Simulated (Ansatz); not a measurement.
## Run report: W, single-point calculation (part 2 of 2)

Continued. System: W (slab, 16 atoms in the cell). Method: DFT, PBE, dispersion d4, plane waves, PAW, no spin polarisation (Ansatz 0.2.0); cutoff 1290 eV, 4×4×1 k-mesh, Gaussian smearing of 0.1 eV. The structure derives from an entry of the Crystallography Open Database.

Geometry of the input (Å; fractional positions):
```
6.3674  0.0000  0.0000
0.0000  6.3674  0.0000
0.0000  0.0000  20.1426
W  0.2500  0.2500  0.1986
W  0.2500  0.7500  0.1986
W  0.7500  0.2500  0.1986
W  0.7500  0.7500  0.1986
W  0.0000  0.0000  0.2776
W  0.0000  0.5000  0.2776
W  0.5000  0.0000  0.2776
W  0.5000  0.5000  0.2776
W  0.2500  0.2500  0.3599
W  0.2500  0.7500  0.3599
W  0.7500  0.2500  0.3599
W  0.7500  0.7500  0.3599
W  0.0000  0.0000  0.4291
W  0.0000  0.5000  0.4291
W  0.5000  0.0000  0.4291
W  0.5000  0.5000  0.4291
```

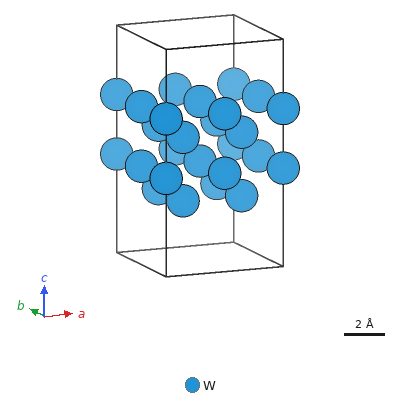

Figure 1. The structure as given in the input (spheres-only view of the cell of the calculation, with the vacuum cut short, seen slightly off an axis). An atom can appear more than once, as a periodic image.

## Output, continued
```
  k-point 0: bands = ["-69.9591", "-69.8963", "-69.8963", "-69.8882", "-69.8757", "-69.8757", "-69.8701", "-69.8680", "-69.8248", "-69.7862", "-69.7862", "-69.7777", "-69.7426", "-69.7426", "-69.7345", "-69.6779", "-34.6760", "-34.6760", "-34.6737", "-34.6737", "-34.6309", "-34.6309", "-34.3873", "-34.3482", "-34.3482", "-34.3295", "-34.3295", "-34.3244", "-34.3244", "-34.2983", "-34.2895", "-34.2895", "-34.1700", "-34.1487", "-34.0932", "-34.0932", "-34.0525", "-33.9970", "-33.9970", "-33.9831", "-33.9728", "-33.9388", "-33.9388", "-33.9209", "-33.9209", "-33.8767", "-33.8767", "-33.8533", "-33.8533", "-33.8180", "-33.8180", "-33.8025", "-33.8025", "-33.7425", "-33.7425", "-33.6727", "-33.6200", "-33.6200", "-33.5330", "-33.5330", "-33.5232", "-33.5232", "-33.5042", "-33.5042", "-4.3140", "-1.9609", "-1.4988", "-1.4988", "-1.3598", "-1.3598", "-1.0266", "-0.9527", "-0.8557", "-0.5543", "-0.1147", "-0.1147", "0.0701", "0.0701", "0.1343", "0.5980", "0.8878", "0.8878", "1.2780", "1.3072", "1.3103", "1.3103", "1.4874", "1.4874", "1.6156", "1.6156", "1.6960", "1.6960", "1.7210", "1.7210", "2.6833", "2.6833", "3.1949", "3.1949", "3.2334", "3.2334", "3.3421", "3.3504", "3.4120", "3.4120", "3.5636", "3.5636", "3.6002", "3.6675", "3.6675", "3.8018", "3.8018", "3.8616", "4.2720", "4.2720", "4.8015", "4.9449", "4.9449", "5.1388", "5.1388", "5.4812", "5.4812", "5.5345", "5.5345", "5.6374", "5.8668", "5.8668", "5.8777", "5.9448", "6.5239", "6.5239", "6.5250", "6.5250", "6.6884", "6.6884", "6.6991"]
  k-point 1: bands = ["-69.9525", "-69.9121", "-69.8951", "-69.8894", "-69.8746", "-69.8692", "-69.8658", "-69.8654", "-69.8252", "-69.8027", "-69.7849", "-69.7790", "-69.7414", "-69.7357", "-69.7251", "-69.6838", "-34.6561", "-34.6482", "-34.6472", "-34.6289", "-34.6012", "-34.5882", "-34.4563", "-34.3939", "-34.3735", "-34.3679", "-34.3654", "-34.3192", "-34.3052", "-34.2988", "-34.2710", "-34.2602", "-34.2074", "-34.1454", "-34.1092", "-34.0908", "-34.0773", "-34.0507", "-34.0211", "-34.0045", "-34.0031", "-33.9728", "-33.9224", "-33.9185", "-33.9180", "-33.8850", "-33.8367", "-33.8270", "-33.8201", "-33.8132", "-33.7849", "-33.7823", "-33.7807", "-33.7533", "-33.7227", "-33.6383", "-33.6319", "-33.5911", "-33.5475", "-33.5403", "-33.5374", "-33.5320", "-33.5189", "-33.5171", "-3.9792", "-2.0117", "-1.7463", "-1.2425", "-1.1617", "-1.0422", "-0.8189", "-0.8114", "-0.6995", "-0.4266", "-0.3297", "0.0394", "0.0965", "0.1072", "0.2191", "0.6904", "0.7958", "0.8570", "1.0626", "1.1706", "1.2677", "1.3673", "1.3804", "1.3948", "1.4669", "1.5659", "1.6889", "1.6991", "1.8468", "2.4327", "2.4540", "2.4652", "2.6451", "2.6752", "3.0005", "3.0930", "3.2851", "3.3511", "3.3587", "3.3675", "3.5065", "3.5733", "3.6118", "3.7661", "3.7920", "3.8790", "3.9735", "4.0256", "4.1263", "4.2969", "4.3293", "4.3317", "4.6339", "4.7596", "4.9131", "5.1203", "5.4283", "5.5092", "5.5514", "5.6412", "5.6939", "5.7781", "5.8474", "5.8961", "5.9290", "5.9484", "6.0824", "6.0841", "6.2005", "6.2662", "6.4562"]
  k-point 2: bands = ["-69.9349", "-69.9349", "-69.8922", "-69.8922", "-69.8719", "-69.8719", "-69.8596", "-69.8596", "-69.8212", "-69.8212", "-69.7820", "-69.7820", "-69.7386", "-69.7386", "-69.7007", "-69.7007", "-34.6250", "-34.6250", "-34.5668", "-34.5668", "-34.5492", "-34.5492", "-34.4746", "-34.4746", "-34.4543", "-34.4543", "-34.3794", "-34.3794", "-34.2935", "-34.2935", "-34.2190", "-34.2190", "-34.2127", "-34.2127", "-34.1043", "-34.1043", "-34.0334", "-34.0334", "-34.0282", "-34.0282", "-34.0062", "-34.0062", "-33.9901", "-33.9901", "-33.9042", "-33.9042", "-33.8199", "-33.8199", "-33.7855", "-33.7855", "-33.7791", "-33.7791", "-33.7189", "-33.7189", "-33.6506", "-33.6506", "-33.6106", "-33.6106", "-33.5676", "-33.5676", "-33.5551", "-33.5551", "-33.5164", "-33.5164", "-3.0811", "-3.0811", "-1.3513", "-1.3513", "-0.5900", "-0.5900", "-0.5120", "-0.5120", "-0.4656", "-0.4656", "-0.1156", "-0.1156", "0.2142", "0.2142", "0.2640", "0.2640", "0.3358", "0.3358", "1.0982", "1.0982", "1.2534", "1.2534", "1.6741", "1.6741", "1.7819", "1.7819", "1.9147", "1.9147", "1.9400", "1.9400", "2.2678", "2.2678", "2.5109", "2.5109", "2.6747", "2.6747", "2.9568", "2.9568", "3.1370", "3.1370", "3.4259", "3.4259", "3.7511", "3.7511", "3.7793", "3.7793", "3.8276", "3.8276", "3.9364", "3.9364", "4.6746", "4.6746", "4.7367", "4.7367", "4.7976", "4.7976", "4.9631", "4.9631", "5.2830", "5.2830", "5.6498", "5.6498", "5.7628", "5.7628", "5.7678", "5.7678", "6.3084", "6.3084", "6.3190", "6.3190", "6.3232"]
  k-point 5: bands = ["-69.9178", "-69.9178", "-69.9178", "-69.9178", "-69.8600", "-69.8600", "-69.8600", "-69.8600", "-69.8081", "-69.8081", "-69.8081", "-69.8081", "-69.7145", "-69.7145", "-69.7145", "-69.7145", "-34.5056", "-34.5056", "-34.5056", "-34.5056", "-34.5039", "-34.5039", "-34.5039", "-34.5039", "-34.4270", "-34.4270", "-34.4270", "-34.4270", "-34.3040", "-34.3040", "-34.3040", "-34.3040", "-34.2219", "-34.2219", "-34.2219", "-34.2219", "-34.0846", "-34.0846", "-34.0846", "-34.0846", "-33.9585", "-33.9585", "-33.9585", "-33.9585", "-33.8157", "-33.8157", "-33.8157", "-33.8157", "-33.7978", "-33.7978", "-33.7978", "-33.7978", "-33.7088", "-33.7088", "-33.7088", "-33.7088", "-33.5788", "-33.5788", "-33.5788", "-33.5788", "-33.5189", "-33.5189", "-33.5189", "-33.5189", "-2.0237", "-2.0237", "-2.0237", "-2.0237", "-0.2029", "-0.2029", "-0.2029", "-0.2029", "0.4745", "0.4745", "0.4745", "0.4745", "0.5347", "0.5347", "0.5347", "0.5347", "0.7131", "0.7131", "0.7131", "0.7131", "1.2797", "1.2797", "1.2797", "1.2797", "1.3236", "1.3236", "1.3236", "1.3236", "1.5835", "1.5835", "1.5835", "1.5835", "2.1152", "2.1152", "2.1152", "2.1152", "2.5074", "2.5074", "2.5074", "2.5074", "3.2272", "3.2272", "3.2272", "3.2272", "3.8376", "3.8376", "3.8376", "3.8376", "3.9456", "3.9456", "3.9456", "3.9456", "4.4035", "4.4035", "4.4035", "4.4035", "5.1007", "5.1007", "5.1007", "5.1007", "5.4985", "5.4985", "5.4985", "5.4985", "6.4424", "6.4424", "6.4424", "6.4424", "6.4691", "6.4691", "6.4691"]
```

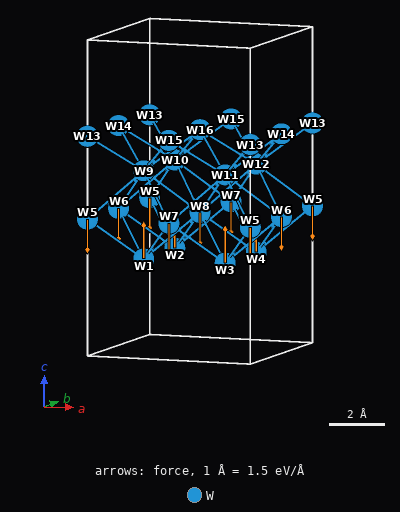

Figure 2. Forces on the atoms as orange arrows (ball-and-stick view of the cell of the calculation, with the vacuum cut short, seen slightly off an axis; atoms are numbered from 1 in the order of the input); the smallest are left out. The largest act on W1, W2, W3, W4 (2.16 eV/Å); W5, W6, W7, W8 (1.99 eV/Å). The geometry is not a stationary point of this energy.

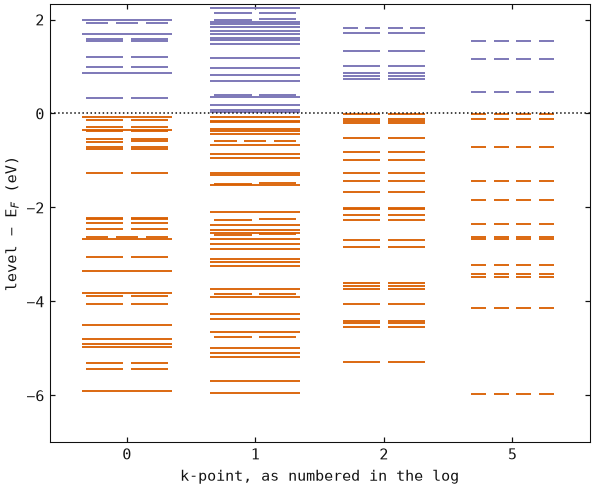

Figure 3. Kohn–Sham levels near the Fermi level (dotted) at the few k-points that the log prints; levels within 0.02 eV of each other stand side by side. The system is metallic on the full mesh.

## Key numbers

```tsv
quantity	value
outcome	converged
electrons treated	224
free energy	−165485.5758 eV
Fermi energy	3.946 eV
gap on the k-point mesh	none (metallic)
largest force (length of the vector)	2.160 eV/Å
hardware	4 threads of Intel Xeon @ 2.50GHz (Skylake/Cascade Lake), 32 GiB of memory available, shared host
wall time	79 s (CPU time 5.1 min)
peak memory	9.2 GiB
```

## Notes

Settings chosen away from the usual ones: hamiltonian.pseudopotentials set to {"kind": "paw", "source": "jth"}; hamiltonian.dispersion set to d4; basis.ecutwfc removed. Spin–orbit coupling is left out, which matters for W.
